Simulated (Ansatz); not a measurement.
```xyz
33
Lattice="4.4032 -4.4032 4.4032 -4.4032 4.4032 4.4032 -4.4032 -4.4032 -4.4032" Properties=species:S:1:pos:R:3 pbc="T T T"
Al   -2.1952    2.1936    4.3997
Al   -4.3969   -2.2096    2.1980
Al   -2.1953   -2.2096    4.4076
Al   -8.7264    0.0657    0.0700
Al   -6.5986    0.0000    2.1982
Al   -4.4048    2.1937    2.1982
Al    2.2078   -2.2095    4.3997
Al   -4.4704    0.0656    4.3260
Al   -2.1952   -0.0162    6.6013
Al   -4.3887   -2.2096   -2.2050
Al   -0.0674   -0.0816    4.4734
Al   -2.1954   -2.2096   -0.0118
Al   -2.1952   -4.4111    2.1980
Al    0.0063   -2.2095    2.1980
Al   -4.3232   -0.0815   -0.0771
Al   -2.1952   -0.0079    2.1980
N    -7.6805   -1.1041    1.1159
N    -5.5163   -1.1042    3.2802
N    -3.4119   -0.9930    5.3845
N    -5.4930   -3.2916   -3.2872
N    -3.4121   -3.4265   -0.9883
N    -5.3817    3.4103    3.4148
N     1.1026   -1.1275    5.5191
N    -1.1131   -3.2917    1.0926
N     1.1257   -3.3150    3.2802
N    -5.4930   -1.1273   -1.1229
N    -1.1132    1.0882    5.5192
N    -3.2775   -1.1274    1.0926
N    -3.2774   -3.2916    3.3033
N    -1.1131   -1.1275    3.3034
N    -5.3818    0.9770    0.9813
N    -3.3006    1.1114    3.2801
N    -6.5985    2.1932    2.1981
```

Spin-polarised.

The calculation used DFT PBE, scalar-relativistic, plane waves, PAW in Ansatz.

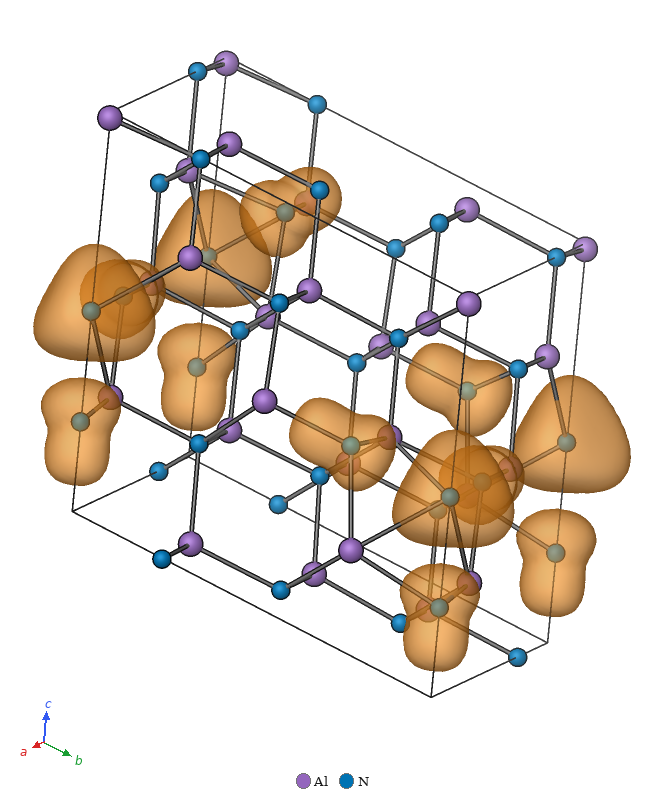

Al16N17 (cell with a defect). Isosurface of the spin density at +0.04 e/Å³ (orange), seen slightly off an axis. Sticks mark near contacts.

Core electrons are frozen (PAW), and the valence fields are smoothed inside the atomic spheres.

Describe the spin distribution.

Answer. The spin density sits on N: +1.1 μB in one cell of 33 atoms, with smaller moments on other sites: N (up to +0.26 μB): with much of the spin spread outside that site. The cell of the calculation (33 atoms) carries 3.0 μB of net spin moment.
